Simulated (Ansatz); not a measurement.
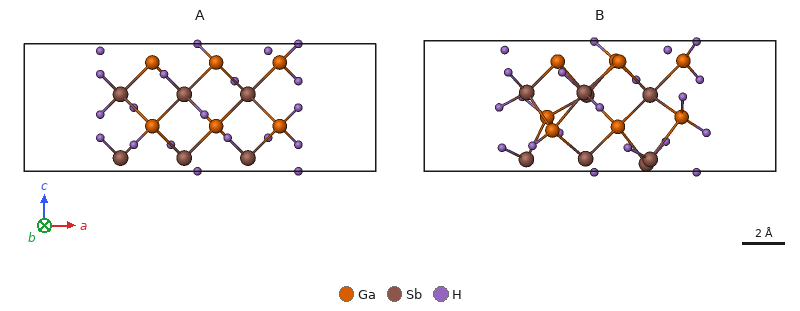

Two geometries of a wire of composition Ga4Sb4H9, drawn at one scale. One is the start of a relaxation, the other its converged end. The picture is a ball-and-stick view of the cell of the calculation, with the vacuum cut short (origin shifted), seen along the b axis.

These are results of Ansatz 0.2.0, DFT PBE, scalar-relativistic, plane waves, PAW, not measurements. Set-up: plane-wave cutoff 420 eV; k-point mesh 1 × 1 × 9; occupations gaussian; smearing width 0.05 eV; no spin polarisation; cell relaxed at fixed a, b, alpha, beta, gamma; force threshold 0.02 eV/Å; at most 45 steps.

Which geometry has the lower energy?

Answer. Structure B is the relaxed one. Case: wire along [0 0 1], 16 atoms a period, capped with H. The largest moves relative to the centre of the atoms, 1.04 Å, are those of H atoms. Largest moves by element: H 1.04 Å, Ga 0.47 Å, Sb 0.32 Å. Along the periodic axis the drawn cell goes c 6.214 → 6.376 Å (+2.6 %). Some distances before and after: Ga–Sb 2.691 → 2.765 Å, Ga–Sb 2.691 → 2.636 Å, Ga–Sb 2.691 → 2.732 Å, Ga–Sb 2.691 → 2.663 Å. Bond angles that change, for instance: Sb–Ga–Sb 109.5° → 93.4°, H–Ga–H 109.5° → 125.5°, H–Ga–H 109.5° → 124.9°. The energy falls by 1.515 eV per cell of the calculation in 13 accepted moves (14 points after the start). Largest force component: 0.87 eV/Å at the start, 0.0076 eV/Å at the end. At 1 point the geometry stayed and the basis and grid were re-selected for the new cell (energy shift of 8.6 meV per cell of the calculation at most each time).
